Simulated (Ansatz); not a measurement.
# Geometry relaxation of Zr$_{8}$O$_{17}$ (charge −2) (part 1 of 3)

System: Zr$_{8}$O$_{17}$ (defect cell, 25 atoms in the cell, total charge −2).
Method: DFT PBE, scalar-relativistic, plane waves, PAW, no spin polarisation (Ansatz 0.2.0).

The structure derives from a Materials Project entry. It belongs to a series of runs on one base structure; here: O_i, charge -2, atoms relaxed at the host's cell.

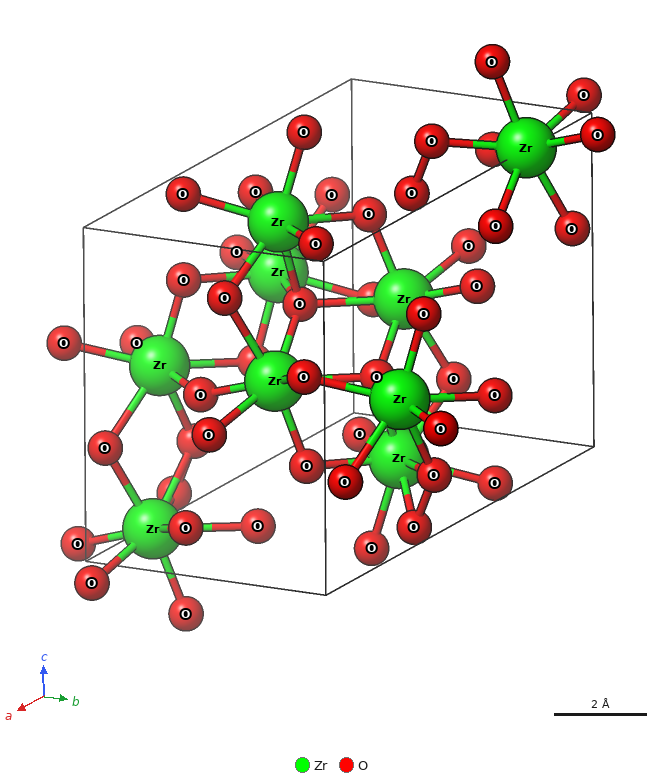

Figure 1. The structure as given in the input (ball-and-stick view of the cell of the calculation, seen at an oblique angle; bonded neighbours outside the cell are drawn too).

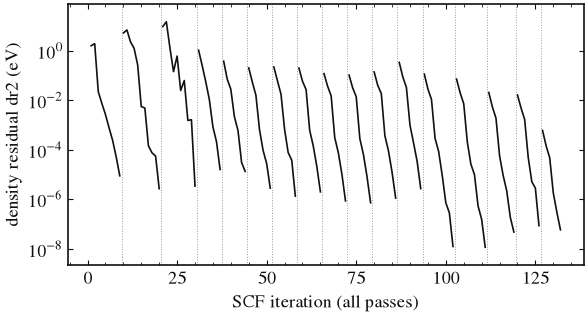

Figure 2. Convergence of the self-consistent field: density residual dr2 against the SCF iteration. The dotted lines part the SCF passes of the relaxation: geometry steps, rejected trials and re-solves on a re-selected basis. The 17 passes take 6 to 11 iterations each, 132 in all.

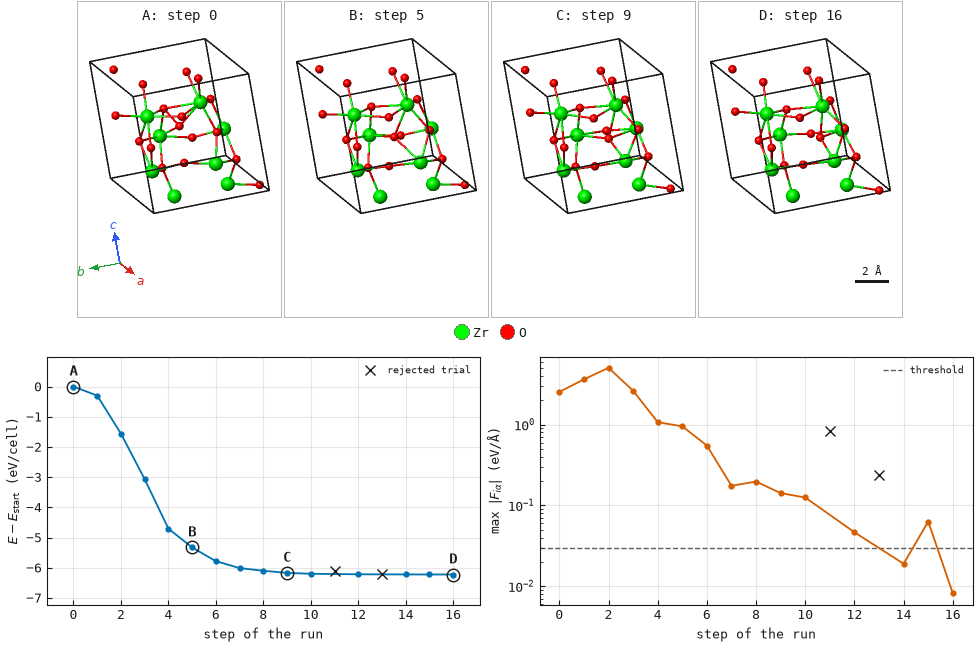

Figure 3. Frames of the relaxation (ball-and-stick view of the cell of the calculation (origin shifted), seen at an oblique angle) above the curves, on which the letters mark them (the first geometry is step 0 here and step 1 in the log).

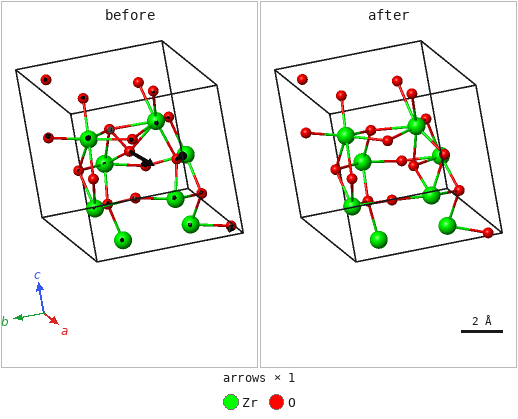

Figure 4. Before (left) and after (right) the relaxation, at one scale (ball-and-stick view of the cell of the calculation (origin shifted), seen at an oblique angle). The black arrows give the displacements, at true length. The energy falls by 6.226 eV per cell of the calculation in 16 geometry steps. Largest force component: 2.5 eV/Å at the start, 0.0082 eV/Å at the end. The line search rejected the trial steps at points 11, 13 (counted from 0) and went back. O25 moves most: 1.43 Å. By element the largest moves are O 1.43 Å, Zr 0.33 Å. The lattice vectors keep their values. Among the contacts that change: Zr1–O25 3.387 → 2.047 Å, Zr4–O21 3.453 → 2.169 Å, O16–O25 1.461 → 2.723 Å, Zr3–O21 2.196 → 3.421 Å. New bonds form: Zr1–O25 (3.39 → 2.05 Å), Zr3–O25 (3.24 → 2.21 Å), Zr4–O21 (3.45 → 2.17 Å). Bonds break: O16–O25 (1.46 → 2.72 Å), Zr3–O21 (2.20 → 3.42 Å). Among the angles that change: Zr1–O21–Zr6 141.0° → 109.1°, Zr2–O16–Zr4 117.2° → 100.5°, O15–Zr3–O23 101.3° → 116.3°. (Atoms are counted from 1 in the order of the input.)

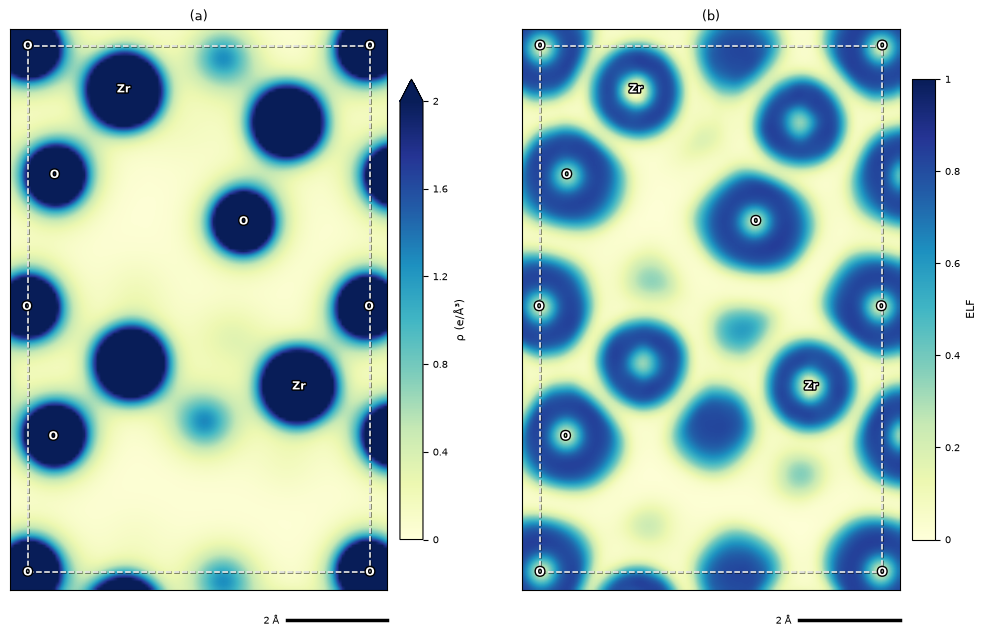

Figure 5. (a) valence pseudo-density; (b) electron localisation function on the (011) plane of the calculation cell. The section cuts through Zr and O sites. Zr–O (2.10 Å): ρ is about 0.71 e/Å³ halfway; the ELF peaks at about 0.85 in the valence shell of O, 0.6 Å from its nucleus, and drops to about 0.25 between the two atoms. Zr–O (2.13 Å): the density is about 0.64 e/Å³ at the midpoint; the ELF peaks at about 0.85 in the valence shell of O, 0.6 Å from its nucleus, and drops to about 0.20 between the two atoms. Zr–O (2.20 Å): ρ is about 0.53 e/Å³ halfway; the ELF peaks at about 0.85 in the valence shell of O, 0.6 Å from its nucleus, and drops to about 0.20 between the two atoms. Away from the nuclei the density in this plane falls to 0.03 e/Å³ at its lowest. The strong features right at Zr lie inside the PAW spheres (semicore, d or f shells) and say nothing about bonding. In a PAW calculation such maps are meaningful between the atoms, not at the nuclei.

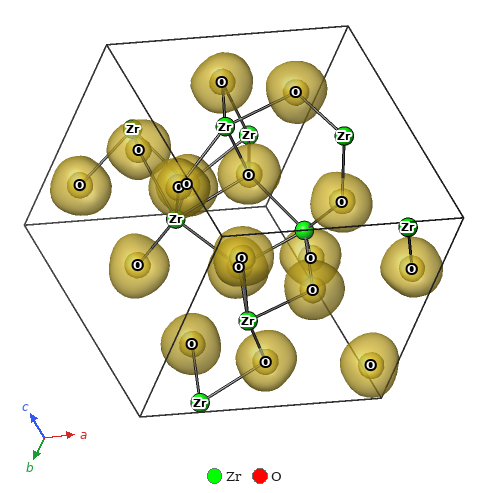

Figure 6. Isosurface of the ELF at 0.7 (yellow), seen at an oblique angle. Core shells and regions of very low density are left out. Sticks mark near contacts. The outline is the calculation cell. Profiles from the grid: Zr–O (2.04 Å): the ELF peaks at about 0.85 in the valence shell of O, 0.6 Å from its nucleus, and drops to about 0.25 between the two atoms. Zr–O (2.08 Å): the ELF peaks at about 0.80 in the valence shell of O, 0.6 Å from its nucleus, and drops to about 0.25 between the two atoms.

The input and output of the run follow.

Input
```yaml
crystal:
  lattice:
    - [-4.2974406737, 0.0, -5.2917550988]
    - [5.1895663875, 5.242080104, -0.0119864078]
    - [5.1895663875, -5.242080104, -0.0119864078]
  atoms:
    - { symbol: Zr, position: [0.2088333458, 0.4461220496, 0.479238946] }
    - { symbol: Zr, position: [0.1953286379, 0.9455139527, 0.977123788] }
    - { symbol: Zr, position: [0.7042977287, 0.4805475166, 0.9344202036] }
    - { symbol: Zr, position: [0.7214543492, 1.0011281098, 0.4629746264] }
    - { symbol: Zr, position: [0.2916191779, 0.0150638831, 0.5517275347] }
    - { symbol: Zr, position: [0.2860544491, 0.5076408123, 0.0422056699] }
    - { symbol: Zr, position: [0.8017384646, 0.0581161005, 0.0153155335] }
    - { symbol: Zr, position: [0.7889481047, 0.5565689626, 0.5027304341] }
    - { symbol: O, position: [0.155315434, 0.6929860206, 0.5185358074] }
    - { symbol: O, position: [0.1526118737, 0.1963696249, 0.0230431497] }
    - { symbol: O, position: [0.6675050031, 0.0434075923, 0.6992536636] }
    - { symbol: O, position: [0.6510483907, 0.5321768147, 0.1839634194] }
    - { symbol: O, position: [0.979944587, 0.3952946583, 0.1314694901] }
    - { symbol: O, position: [0.9801513606, 0.8943337931, 0.6341273823] }
    - { symbol: O, position: [0.5214857479, 0.36443476, 0.5945000368] }
    - { symbol: O, position: [0.4958276414, 0.8897480272, 0.1246211552] }
    - { symbol: O, position: [0.4824536701, 0.1381484933, 0.8893539971] }
    - { symbol: O, position: [0.4811213771, 0.6390479374, 0.3874050011] }
    - { symbol: O, position: [0.0149874046, 0.1014577923, 0.3563407413] }
    - { symbol: O, position: [0.0114479251, 0.5996546847, 0.8548832281] }
    - { symbol: O, position: [0.316353447, 0.4247575329, 0.7780131062] }
    - { symbol: O, position: [0.3518107037, 0.9828782016, 0.3083418843] }
    - { symbol: O, position: [0.8535183365, 0.8048230046, 0.9677960643] }
    - { symbol: O, position: [0.8430173641, 0.3080309472, 0.4609560978] }
    - { symbol: O, position: [0.4695682053, 0.7754133081, 0.9449838752] }
  host:
    lattice:
      - [5.1895663875, 0.0, -0.0119864078]
      - [0.0, 5.242080104, 0.0]
      - [-0.8921257138, 0.0, 5.3037415067]
    atoms:
      - { symbol: Zr, position: [0.7242321903, 0.9562064286, 0.7899661605] }
      - { symbol: Zr, position: [0.7242321903, 0.5437935714, 0.2899661605] }
      - { symbol: Zr, position: [0.2757678097, 0.4562064286, 0.7100338395] }
      - { symbol: Zr, position: [0.2757678097, 0.0437935714, 0.2100338395] }
      - { symbol: O, position: [0.0649840482, 0.1736495589, 0.850001816] }
      - { symbol: O, position: [0.0649840482, 0.3263504411, 0.350001816] }
      - { symbol: O, position: [0.5490158773, 0.256754015, 0.0244693241] }
      - { symbol: O, position: [0.4509841227, 0.756754015, 0.4755306759] }
      - { symbol: O, position: [0.5490158773, 0.243245985, 0.5244693241] }
      - { symbol: O, position: [0.4509841227, 0.743245985, 0.9755306759] }
      - { symbol: O, position: [0.9350159518, 0.6736495589, 0.649998184] }
      - { symbol: O, position: [0.9350159518, 0.8263504411, 0.149998184] }
total_charge: -2
basis:
  ecutwfc: 420
  xc_grid: 2
kpoints:
  mp_grid: { grid: [2, 2, 2], shift: [0.5, 0.5, 0.5] }
hamiltonian:
  xc: pbe
scf:
  occupations: { method: gaussian, width: 0.02 }
output:
  forces: true
  stress: false
  eigenvalues: true
  charged_corrections:
    defect_position: [0.45833333, 0.8125, 0.8125]
    epsilon: [[24.6542, 0.0, 1.482], [0.0, 22.8671, 0.0], [1.482, 0.0, 18.4936]]
  write_density: true
  write_potential: true
  elf: true
  volumetric_format: npy
relax:
  adjacent_minimum: "off"
  f_tol: 0.03
  max_steps: 40
```

Command:
```bash
ansatz run input.yaml --threads 8 --pin off --max-ram 16384MiB --backend cpu --events-out ev --progress --plain --runs-dir out
```

Output
```
Engine: ansatz 0.2.0, aarch64-unknown-linux-gnu
Pseudopotentials: kind: paw
Pseudopotential: Zr, paw, valence charge 12, recommended cutoff 420 eV (normal), Zr.paw.azcp
Pseudopotential: O, paw, valence charge 6, recommended cutoff 420 eV (normal), O.paw.azcp
Functional definition: PBE
  parameter kappa = 0.804
  parameter beta = 0.06672455060314922
  exchange = pbe_x(kappa = kappa, mu = beta*pi^2/3)
  correlation = pbe_c(beta = beta)
Crystal: 25 atoms, lattice volume = 288.455 Å³
Basis set: ecut = 420 eV, 5661 PW (Γ), exchange–correlation on 96×100×100 points (8 copies of the dense FFT grid, shifted against one another)
Bands: 125, of which v1, the nominal top of the filled ones, is band 100 counted from 1 (99 counted from 0)
Symmetry: 1 space group operations
Space group: P1 (ITA 1), of the structure as read, at distance tolerance 6.6e-5 Å
k-points: 4 of 8 (time reversal used)
Non-local potential: Zr, projectors of the file, l = 0: 3, l = 1: 2, l = 2: 2, l = 3: 2
Non-local potential: O, projectors of the file, l = 0: 2, l = 1: 2, l = 2: 1
PAW form: soft (Blöchl's): semilocal exchange-correlation on the pseudo side does not see the compensation charge
PAW one-centre angular grid: Zr, 590 points (default); XC on 64 Gauss nodes
PAW one-centre angular grid: O, 110 points (default); XC on 64 Gauss nodes
Initial density: superposition of atomic densities (neutral atoms scaled as one to the charged cell's electrons: chi_scale 0, normalization atom), corrected by the library's trained network
Initial wavefunctions: pseudopotential atomic-orbital guess
Functional: x = pbe(κ = 0.804, μ = 0.2195149727645171), c = pbe(β = 0.06672455060314922)
SCF iter   1: F=—  HF=-43126.356333 eV  |F-HF|=—  |Δ(HF+E_count)|=         —  Δρ=2.59e-2  dr2=1.57e0  ethr=1.77e-3  ⟨swp⟩=5.2  Hψ=1835  notcnv=0  defer=37
preconditioner: auto → LDOS  [insulator: Δε(μ)=0.060 eV  Ē_g=11.336 eV  σ=0.020 eV  W_gap=0.96  n_scr=76 (ndim 8)  ℏωp=25.5 eV  f_vac=0.026  D(μ)=3.35/eV (n_scr^D=14)  ε∞_Penn≈6.1  β→1.0]
SCF iter   2: F=—  HF=-43126.474366 eV  |F-HF|=—  |Δ(HF+E_count)|=   1.18e-1  Δρ=3.02e-2  dr2=1.91e0  ethr=7.83e-4  ⟨swp⟩=2.0  Hψ=876  notcnv=0  defer=68
SCF iter   3: F=—  HF=-43125.992037 eV  |F-HF|=—  |Δ(HF+E_count)|=   4.82e-1  Δρ=2.53e-3  dr2=2.20e-2  ethr=7.83e-4  ⟨swp⟩=2.0  Hψ=732  notcnv=0  defer=68
SCF iter   4: F=—  HF=-43125.993177 eV  |F-HF|=—  |Δ(HF+E_count)|=   1.14e-3  Δρ=1.52e-3  dr2=7.44e-3  ethr=1.10e-5  ⟨swp⟩=2.0  Hψ=793  notcnv=0  defer=72
SCF iter   5: F=—  HF=-43125.992899 eV  |F-HF|=—  |Δ(HF+E_count)|=   2.79e-4  Δρ=8.82e-4  dr2=2.66e-3  ethr=3.72e-6  ⟨swp⟩=2.0  Hψ=656  notcnv=0  defer=72
SCF iter   6: F=—  HF=-43125.992723 eV  |F-HF|=—  |Δ(HF+E_count)|=   1.75e-4  Δρ=4.42e-4  dr2=7.80e-4  ethr=1.33e-6  ⟨swp⟩=2.0  Hψ=552  notcnv=0  defer=72
SCF iter   7: F=—  HF=-43125.992666 eV  |F-HF|=—  |Δ(HF+E_count)|=   5.74e-5  Δρ=2.56e-4  dr2=2.41e-4  ethr=3.90e-7  ⟨swp⟩=2.0  Hψ=618  notcnv=0  defer=72
SCF iter   8: F=—  HF=-43125.992632 eV  |F-HF|=—  |Δ(HF+E_count)|=   3.33e-5  Δρ=1.08e-4  dr2=5.17e-5  ethr=1.21e-7  ⟨swp⟩=2.0  Hψ=660  notcnv=0  defer=72
SCF iter   9: F=-43125.992623 eV  HF=-43125.992630 eV  |F-HF|=6.89e-6  |Δ(HF+E_count)|=   2.59e-6  Δρ=5.14e-5  dr2=8.91e-6  ethr=1.12e-8  ⟨swp⟩=17.0  Hψ=4807  notcnv=0
SCF 1 converged in 9 iterations: F = -43125.992623 eV  dr2 = 8.91e-6
  greatest PAW one-centre occupation: 0.996 electrons in one spin orbital (limit 2), on the Zr atom at site 3 (counted from 0), in its partial waves of l = 0
relax step   1: F+E_penalty+E_count = -43125.99262300 eV  Δ(F+E_penalty+E_count) = +0.000e0 eV  max|allowed force component| = 2.537e0 eV/Å  Δτ_max = 0.0000 Å  (9 SCF iters, dr2 threshold 2.25e-5 eV, accepted)
Initial density: handed on by an earlier stage of this run
Initial wavefunctions: those handed on with the density
iter 1 solved again at ethr=2.55e-3 eV; its pass at ethr=3.10e-3 eV (dr2=5.10e0 eV) is discarded
SCF iter   1: F=—  HF=-43126.548641 eV  |F-HF|=—  |Δ(HF+E_count)|=         —  Δρ=3.67e-2  dr2=5.15e0  ethr=2.55e-3  ⟨swp⟩=1.0  Hψ=1492  notcnv=0  defer=72
preconditioner: auto → Resta (q_TF=auto, 2.567 Å⁻¹)  ε∞=4.2  [insulator: Δε(μ)=0.181 eV  Ē_g=16.551 eV  σ=0.020 eV  W_gap=1.00  n_scr=76 (ndim 8)  ℏωp=29.7 eV  f_vac=0.018  D(μ)=0.00/eV (n_scr^D=0)  ε∞_Penn≈4.2]
SCF iter   2: F=—  HF=-43127.593924 eV  |F-HF|=—  |Δ(HF+E_count)|=    1.05e0  Δρ=4.40e-2  dr2=6.81e0  ethr=2.55e-3  ⟨swp⟩=3.0  Hψ=1311  notcnv=0  defer=71
SCF iter   3: F=—  HF=-43126.600360 eV  |F-HF|=—  |Δ(HF+E_count)|=   9.94e-1  Δρ=2.57e-2  dr2=2.25e0  ethr=2.55e-3  ⟨swp⟩=2.0  Hψ=614  notcnv=0  defer=70
SCF iter   4: F=—  HF=-43126.347679 eV  |F-HF|=—  |Δ(HF+E_count)|=   2.53e-1  Δρ=1.73e-2  dr2=1.24e0  ethr=1.13e-3  ⟨swp⟩=2.0  Hψ=876  notcnv=0  defer=72
SCF iter   5: F=—  HF=-43126.302700 eV  |F-HF|=—  |Δ(HF+E_count)|=   4.50e-2  Δρ=8.17e-3  dr2=2.61e-1  ethr=6.20e-4  ⟨swp⟩=1.0  Hψ=428  notcnv=0  defer=72
SCF iter   6: F=—  HF=-43126.292476 eV  |F-HF|=—  |Δ(HF+E_count)|=   1.02e-2  Δρ=1.38e-3  dr2=5.53e-3  ethr=1.31e-4  ⟨swp⟩=2.0  Hψ=447  notcnv=0  defer=72
SCF iter   7: F=—  HF=-43126.292295 eV  |F-HF|=—  |Δ(HF+E_count)|=   1.81e-4  Δρ=1.10e-3  dr2=4.86e-3  ethr=2.76e-6  ⟨swp⟩=2.0  Hψ=710  notcnv=0  defer=72
SCF iter   8: F=—  HF=-43126.292103 eV  |F-HF|=—  |Δ(HF+E_count)|=   1.92e-4  Δρ=1.91e-4  dr2=1.45e-4  ethr=2.43e-6  ⟨swp⟩=1.8  Hψ=431  notcnv=0  defer=72
SCF iter   9: F=—  HF=-43126.292103 eV  |F-HF|=—  |Δ(HF+E_count)|=   2.29e-7  Δρ=1.38e-4  dr2=7.54e-5  ethr=5.00e-8  ⟨swp⟩=15.5  Hψ=4342  notcnv=0
SCF iter  10: F=—  HF=-43126.292104 eV  |F-HF|=—  |Δ(HF+E_count)|=   1.40e-6  Δρ=1.24e-4  dr2=5.57e-5  ethr=3.77e-8  ⟨swp⟩=10.2  Hψ=3659  notcnv=0
SCF iter  11: F=-43126.292101 eV  HF=-43126.292103 eV  |F-HF|=1.66e-6  |Δ(HF+E_count)|=   1.71e-6  Δρ=2.76e-5  dr2=2.69e-6  ethr=2.78e-8  ⟨swp⟩=10.0  Hψ=3581  notcnv=0
SCF 2 converged in 11 iterations: F = -43126.292101 eV  dr2 = 2.69e-6
relax step   2: F+E_penalty+E_count = -43126.29210103 eV  Δ(F+E_penalty+E_count) = -2.995e-1 eV  max|allowed force component| = 3.629e0 eV/Å  Δτ_max = 0.0696 Å  (11 SCF iters, dr2 threshold 1.00e-4 eV, accepted)
[... from here on the SCF iterations and repeated set-up lines of each step are left out, up to the last step ...]
SCF 3 converged in 10 iterations: F = -43127.552920 eV  dr2 = 3.40e-6
```
